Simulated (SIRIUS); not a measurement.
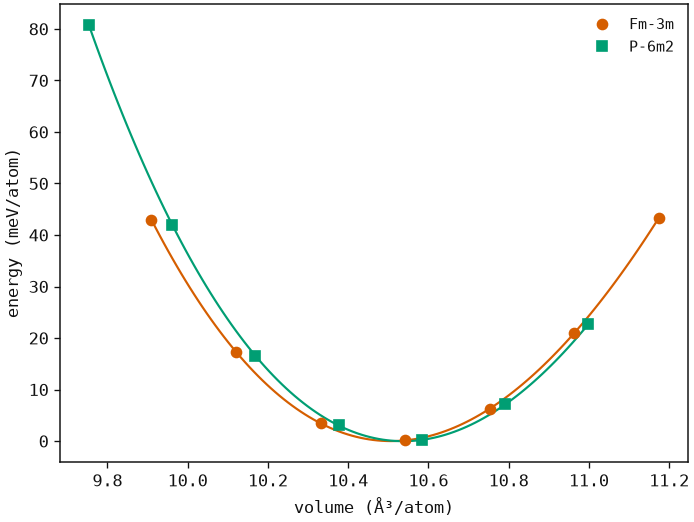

Calculation (SIRIUS 7.10.0): plane-wave DFT, no spin polarisation; energies at scaled volumes of the given cell, shape and fractions fixed, counted from the fit's minimum, third-order Birch-Murnaghan fit. Level: PBE.

occupations Fermi–Dirac; smearing width 0.05 eV; potentials dojo sr pbe 0.4.1 standard; wave cutoff 1127 eV; density cutoff 4507 eV.

Figure. Energy against volume, with one curve for each structure, for WC. Each energy curve has its own zero, so the curves don't rank the structures.

Settings that differ: Fm-3m: k mesh 10×10×10; P-6m2: k mesh 5×5×5.

The fitted equilibrium volumes, smallest first, are Fm-3m 10.507, P-6m2 10.537 Å³/atom. The fitted bulk moduli, smallest first, are Fm-3m 365.4, P-6m2 388.0 GPa.

Limits of the calculation: coarse k mesh (P-6m2).
